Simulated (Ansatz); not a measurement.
**Ge: density, localisation and related maps**

Input

```
crystal:
  lattice:
    - [2.8658013785, 2.8658013785, 0.0]
    - [-2.8658013785, 2.8658013785, 0.0]
    - [0.0, 0.0, 5.4478600462]
  atoms:
    - { symbol: Ge, position: [0.5, 0.5, 0.5] }
    - { symbol: Ge, position: [0.5, 0.0, 0.25] }
    - { symbol: Ge, position: [0.0, 0.0, 0.0] }
    - { symbol: Ge, position: [0.0, 0.5, 0.75] }
basis:
  ecutwfc: 500
kpoints:
  mp_grid: { grid: [10, 10, 6] }
hamiltonian:
  xc: r2scan
scf:
  occupations: { method: gaussian, width: 0.02 }
output:
  forces: true
  stress: true
  eigenvalues: true
  write_density: true
  write_potential: true
  elf: true
  volumetric_format: npy
relax:
  adjacent_minimum: "off"
  f_tol: 0.008
  max_steps: 40
  cell: { stress_tol: 0.015, fix: [c, angles] }
```

Launched as:

```sh
ansatz run input.yaml --threads 1 --pin off --max-ram 2560MiB --backend cpu --events-out ev --progress --plain --runs-dir out
```

Below, planes, directions and counts refer to the conventional cell (a = 4.06 Å, b = 4.06 Å, c = 5.45 Å, α = 90.00°, β = 90.00°, γ = 90.00°).

The fields are those of the run's last geometry, not of the input's.

Space group I4₁/amd; a structure from a database of computed crystals, not necessarily the ambient phase; changed on purpose from its base cell (uniaxial strain along c, a, b and atoms relaxed: -4.0 %).

These are results of DFT r2SCAN, scalar-relativistic, plane waves, PAW (Ansatz), not measurements.

Core electrons are frozen (PAW), and the valence fields are smoothed inside the atomic spheres.

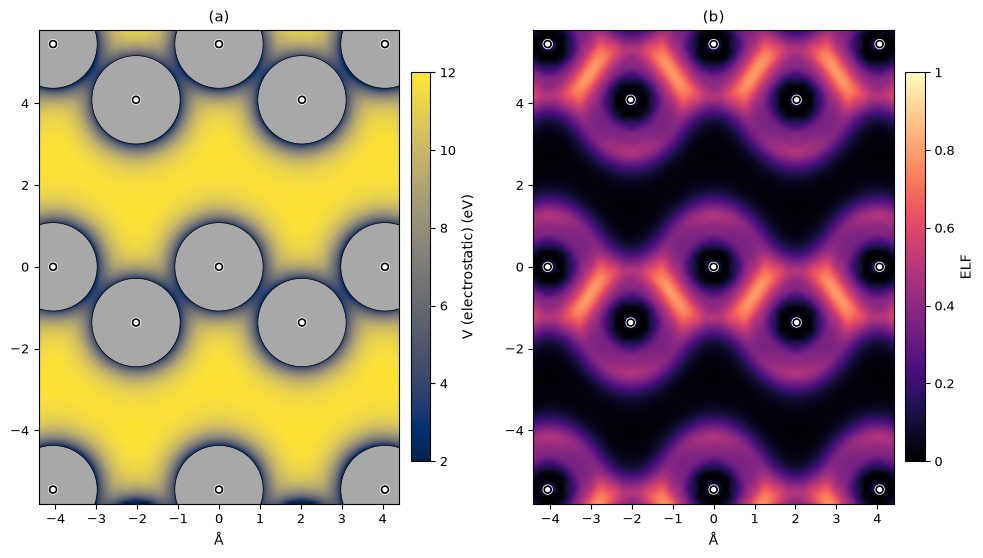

Figure 1. (a) electrostatic potential (local pseudopotential plus Hartree) felt by an electron; (b) electron localisation function on the (010) plane of the conventional cell. Circles mark the nuclei in the plane (Ge). Grey discs cover the atomic cores in the potential map.

Interpret the plot.

- The section cuts through Ge sites.
- Ge–Ge (2.44 Å): the ELF peaks at about 0.80 between the atoms, as expected for a shared electron pair.
- Outside the cores the potential energy rises away from the atoms and is highest about 2.4 Å from the nearest atoms; its zero is arbitrary.

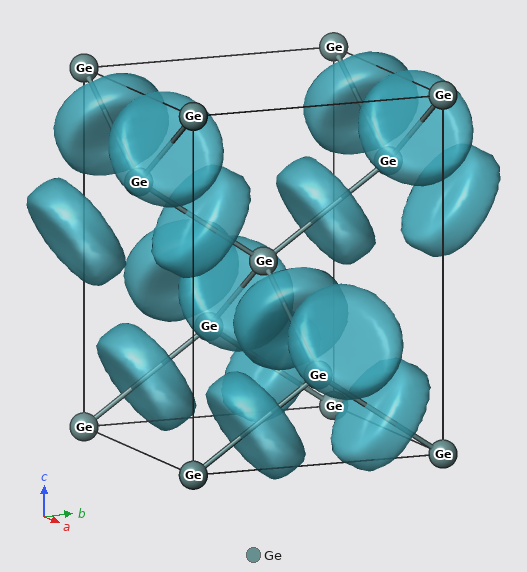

Figure 2. Isosurface of the electron localisation function at 0.55 (cyan), seen slightly off an axis. Only the valence region is drawn (cores and ρ < 0.01 e/Å³ removed). Sticks mark near contacts.

Describe the localisation domains.

The surface consists of eight regions between bonded Ge–Ge atoms (shared pairs), counted in one cell of 4 atoms. Any copies at cell faces, edges or corners count once.
